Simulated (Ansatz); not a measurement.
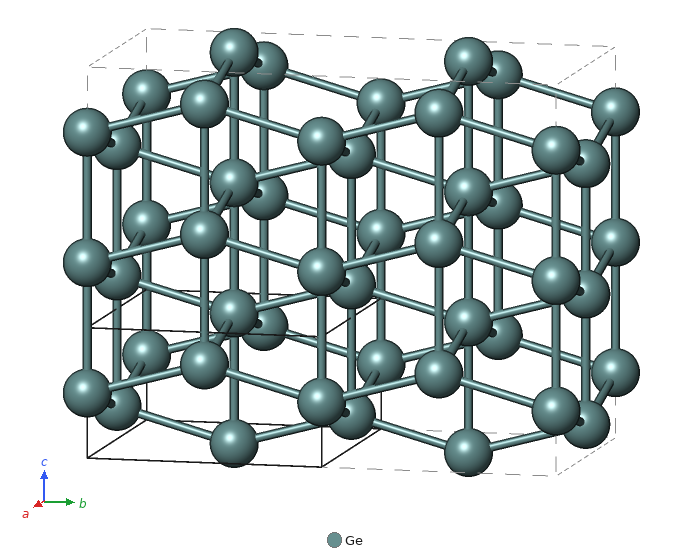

This ball-and-stick model is shown slightly off an axis. A block of 1×2×3 cells is shown, with one drawn cell (a repeat of the simulation cell) in solid outline. Cell: a = 5.218 Å, b = 5.218 Å, c = 2.865 Å, α = 90.00°, β = 90.00°, γ = 91.13°.

Caption:

The element is germanium. Strictly the space group is Fddd (No. 70, within 0.01 Å). It is a distorted form of a body-centred tetragonal structure, space group I4_1/amd (No. 141) within 0.25 Å: β-tin type. The cell holds four atoms. Ge is coordinated by six Ge at about 2.7 to 2.9 Å. The bonds build a three-dimensional framework.

It goes back to a structure listed in the Materials Project. The cell was then strained or its atoms displaced on purpose. It was the input of a calculation with Ansatz.
